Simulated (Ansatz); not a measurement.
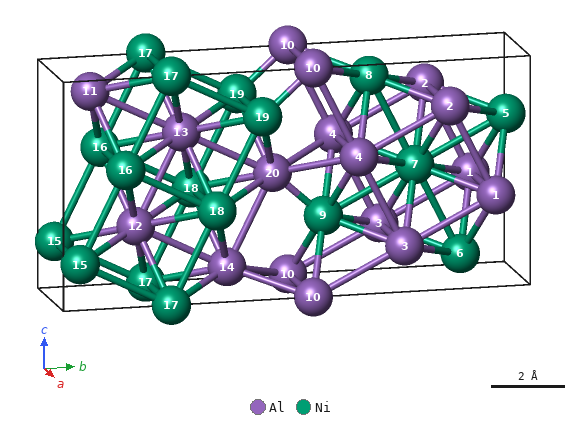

Starting structure of an interface cell of composition AlNi. Style: ball-and-stick. Shown: the cell of the calculation, reduced to other axes, slightly off an axis. Lengths and directions refer to the drawn axes.

Case: symmetric tilt boundary Sigma 5 (2 1 0), mirror between planes, shift [0.5, 0.5].

Level of theory: DFT PBE, scalar-relativistic, plane waves, PAW (Ansatz 0.2.0).

The input:
```yaml
crystal:
  lattice:
    - [2.8930835297, 0.0, 0.0]
    - [0.0, 6.4691314369, 0.0]
    - [0.0, 0.0, 13.2382628738]
  atoms:
    - { symbol: Al, position: [0.0, 0.4, 0.0733003812] }
    - { symbol: Al, position: [0.0, 0.8, 0.1710342229] }
    - { symbol: Al, position: [0.0, 0.2, 0.2687680645] }
    - { symbol: Al, position: [0.0, 0.6, 0.3665019062] }
    - { symbol: Ni, position: [0.5, 0.7, 0.0244334604] }
    - { symbol: Ni, position: [0.5, 0.1, 0.1221673021] }
    - { symbol: Ni, position: [0.5, 0.5, 0.2199011437] }
    - { symbol: Ni, position: [0.5, 0.9, 0.3176349854] }
    - { symbol: Ni, position: [0.5, 0.3, 0.415368827] }
    - { symbol: Al, position: [0.0, 0.0, 0.4642357478] }
    - { symbol: Al, position: [0.5, 0.9, 0.915368827] }
    - { symbol: Al, position: [0.5, 0.3, 0.8176349854] }
    - { symbol: Al, position: [0.5, 0.7, 0.7199011437] }
    - { symbol: Al, position: [0.5, 0.1, 0.6221673021] }
    - { symbol: Ni, position: [0.0, 0.2, 0.9642357478] }
    - { symbol: Ni, position: [0.0, 0.6, 0.8665019062] }
    - { symbol: Ni, position: [0.0, 0.0, 0.7687680645] }
    - { symbol: Ni, position: [0.0, 0.4, 0.6710342229] }
    - { symbol: Ni, position: [0.0, 0.8, 0.5733003812] }
    - { symbol: Al, position: [0.5, 0.5, 0.5244334604] }
basis:
  ecutwfc: 420
kpoints:
  mp_grid: { grid: [12, 6, 3] }
hamiltonian:
  xc: pbe
scf:
  occupations: { method: gaussian, width: 0.1 }
output:
  forces: true
  stress: true
  eigenvalues: true
  populations: true
  write_density: true
  write_potential: true
  elf: true
  volumetric_format: npy
relax:
  adjacent_minimum: "off"
  f_tol: 0.02
  max_steps: 60
  cell: { fix: [a, b, alpha, beta, gamma], stress_tol: 0.1 }
```

Command:
```bash
ansatz run input.yaml --threads 4 --pin off --max-ram 11264MiB --backend cpu --events-out ev --progress --plain --runs-dir out
```

### Predict the outcome.

After 4 accepted moves (5 points after the start) the energy has fallen by 4.094 eV per cell of the calculation. The largest force component goes from 4.9 to 0.0083 eV/Å. Pressure: 8.45 GPa at the start and −0.61 GPa at the end. At 1 point the geometry stayed and the basis and grid were re-selected for the new cell (energy shift of 3.9 meV per cell of the calculation at most each time). The largest moves relative to the cell, 0.32 Å, are those of Ni9 and Ni19. Ni9 goes along [0 3 −1]. By element the largest moves are Ni 0.32 Å, Al 0.22 Å. The volume changes by +3.2 %, with a unchanged at 2.893 Å, b 13.238 → 13.668 Å (+3.2 %), c unchanged at 6.469 Å. Among the contacts that change: Al10–Ni19 1.939 → 2.448 Å, Al1–Ni15 1.939 → 2.306 Å, Ni16–Ni17 2.893 → 3.141 Å, Al10–Al14 2.623 → 2.850 Å. The run took 8.9 min on 4 threads of Arm Neoverse V1, with other jobs on the host, peak memory 1.7 GiB.

The end point in the same view:

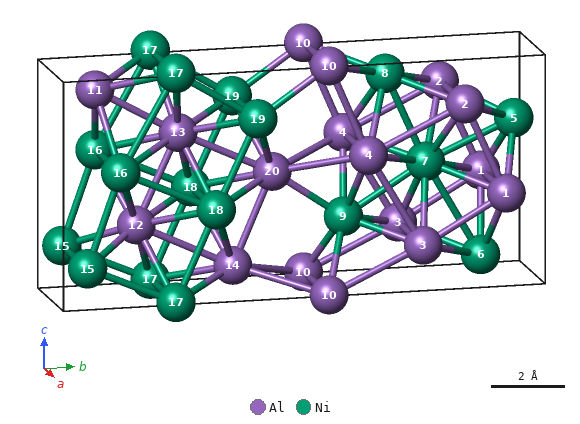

Limits of the set-up: an element that often carries a moment was run without spin polarisation.
